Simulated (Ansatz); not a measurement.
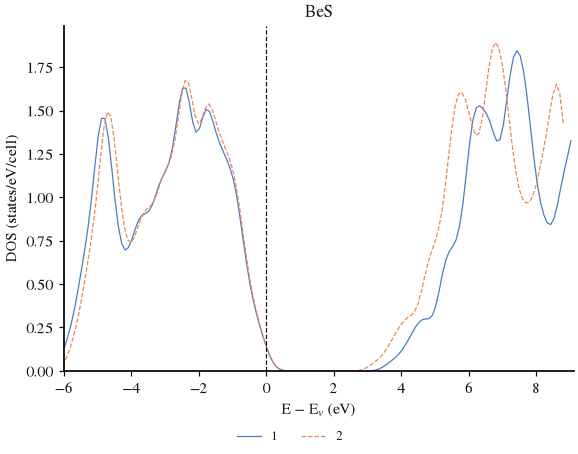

Total densities of states of zincblende BeS, space group F-43m, 2 atoms in the primitive cell (cubic a = 4.850 Å), by two methods on the same cell. The DOS curves are built from the levels of the k mesh with Gaussians 0.55 eV wide, which also blur the band edges; ripples of that width can come from the mesh. Each is counted from its own valence-band top.

Which curve is which? The methods: r2SCAN, PBE.

Answer. 1 is r2SCAN; 2 is PBE. r2SCAN gives a gap of 3.56 eV and PBE gives a gap of 3.11 eV.

Settings. r2SCAN: Ansatz PAW, no spin polarisation, no spin-orbit coupling, 9×9×9 k mesh, 500 eV cutoff, Fermi-Dirac smearing of 0.05 eV (Ansatz 0.2.0). PBE: Ansatz PAW, no spin polarisation, no spin-orbit coupling, 9×9×9 k mesh, 420 eV cutoff, Fermi-Dirac smearing of 0.05 eV (Ansatz 0.2.0).

Gaps are the smallest over all k points computed. The k mesh misses the band edges, so the gap on the mesh is wider than the one along the path. LDA, GGA and most meta-GGA functionals understate gaps. r2SCAN: the PAW data sets were made with another functional.
